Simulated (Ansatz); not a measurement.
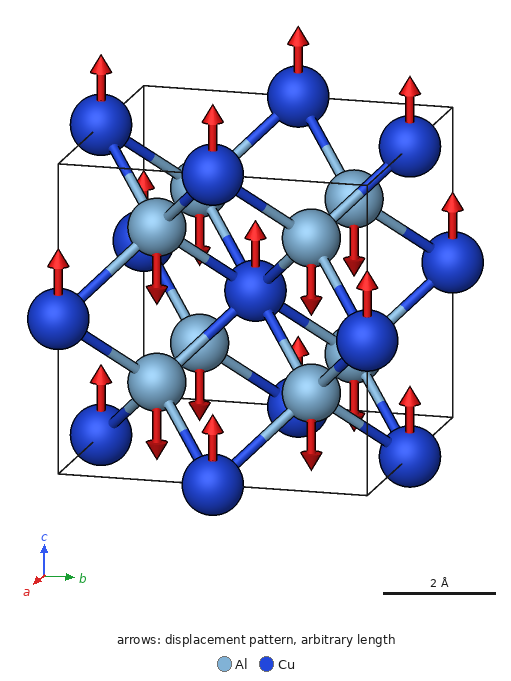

Normal modes of a crystal of Al$_{2}$Cu at 1.02 times its rest volume, at the zone centre. The optical levels lie at 256 (×3), 276 (×3) cm⁻¹. One mode is drawn. Displacements are drawn as red arrows; their common scale and sign are arbitrary. The picture is a ball-and-stick view of the conventional cell (4 times the calculation's cell), seen slightly off an axis. Lengths and directions refer to the drawn axes.

Computed with Ansatz 0.2.0, DFT PBEsol, scalar-relativistic, plane waves, PAW. Set-up: plane-wave cutoff 420 eV; k-point mesh 14 × 14 × 14; occupations fermi dirac; smearing width 0.15 eV; no spin polarisation.

The frequencies depend somewhat on the k-mesh and the smearing.

Question: To which level does it belong?

Answer: The level at 256 cm⁻¹. This is the T₁u mode (triply degenerate; one member of the set is drawn), the lowest optical level, infrared-active by symmetry. The Al sublattice moves against the Cu sublattice, along c; the kinetic energy is shared as Al 54 %, Cu 46 %. The crystal is a metal, so free carriers screen the infrared response.
